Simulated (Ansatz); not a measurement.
SiW₁₂ (slab)

```
W Si
1.0
     5.66442    0.00000    0.00000
     0.00000    5.66442    0.00000
     0.00000    0.00000   21.15007
W Si
12 1
Direct
  0.25000 0.25000 0.18912
  0.25000 0.75000 0.18912
  0.75000 0.25000 0.18912
  0.75000 0.75000 0.18912
  0.00000 0.00000 0.28489
  0.00000 0.50000 0.28489
  0.50000 0.00000 0.28489
  0.50000 0.50000 0.28489
  0.25000 0.25000 0.38062
  0.25000 0.75000 0.38062
  0.75000 0.25000 0.38062
  0.75000 0.75000 0.38062
  0.33333 0.33333 0.48464
```

A point of a scan over the structure, not its minimum; not relaxed (largest force 1.1 eV/Å); PAW files of the earlier set (soft_1).

Level of theory: DFT PBE+D3(BJ), scalar-relativistic, plane waves, PAW (Ansatz 0.2.0).

In a PAW calculation such maps are meaningful between the atoms, not at the nuclei.

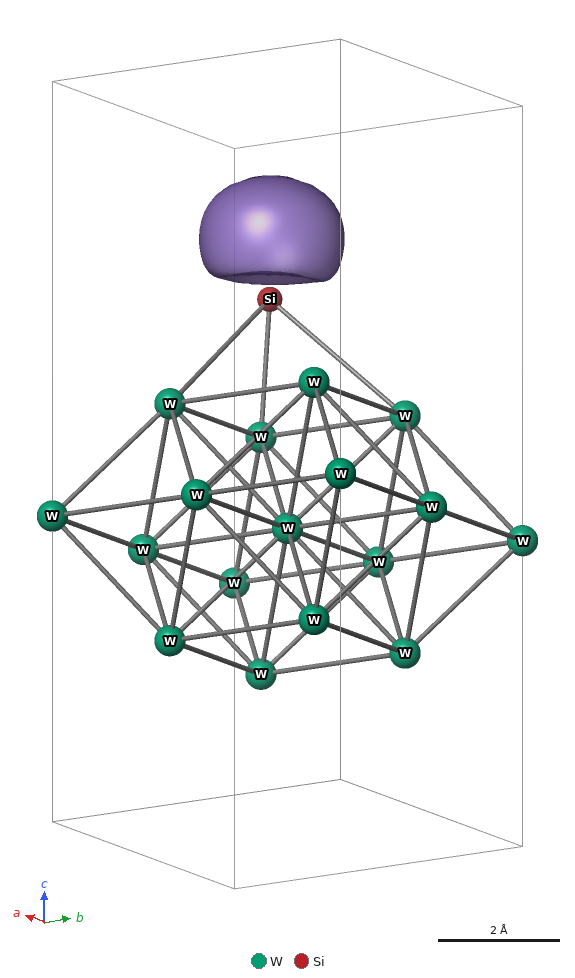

Figure 1. Isosurface of the ELF at 0.85 (purple), seen at an oblique angle. Core shells and regions of very low density are left out. Sticks mark near contacts.

Q: Identify the bonds, lone pairs and shells in this picture.

A: The ELF exceeds this value in one lobe on Si, pointing away from the bonds (lone pairs), counted in one cell of 13 atoms. Counts are for one cell; the picture repeats the cell along the surface. Profiles from the grid: Si–W (2.30 Å): the ELF peaks at about 0.75 in the valence shell of Si, 0.8 Å from its nucleus, and is about 0.50 at the midpoint. W–W (2.83 Å): the ELF is about 0.40 at the midpoint.

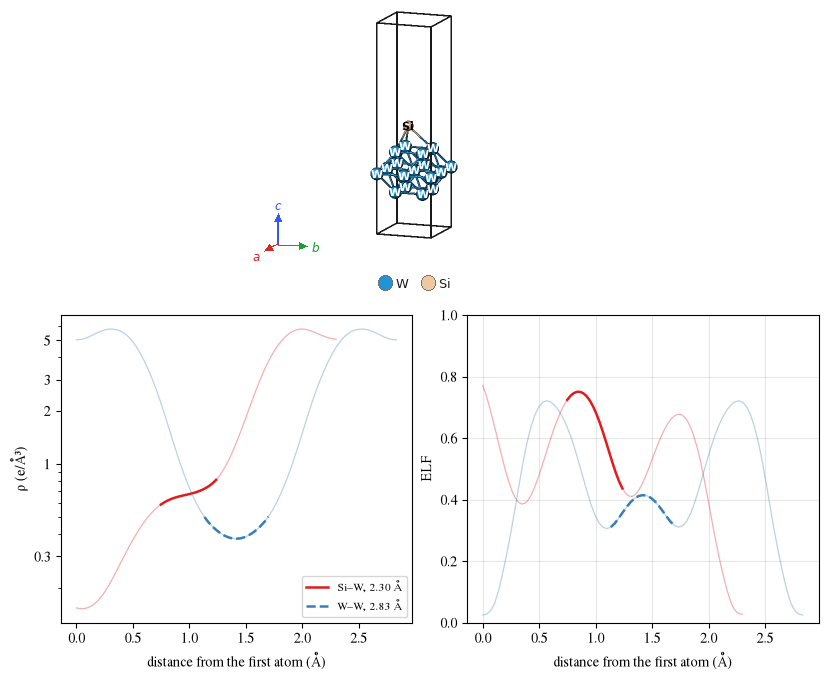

Figure 2. Valence charge density (pseudo) and ELF along straight lines between neighbouring atoms. Thin, pale parts lie inside the atomic spheres. The structure is drawn too.

Q: What can be read from the curves?

A: Si–W (2.30 Å): the density is about 0.73 e/Å³ at the midpoint; the ELF peaks at about 0.75 in the valence shell of Si, 0.8 Å from its nucleus, and is about 0.50 at the midpoint.
W–W (2.83 Å): the density is about 0.38 e/Å³ at the midpoint; the ELF is about 0.40 at the midpoint.

Q: Metal or insulator at this level of theory?

A: It is metallic or semimetallic at this level of theory: no gap opens.
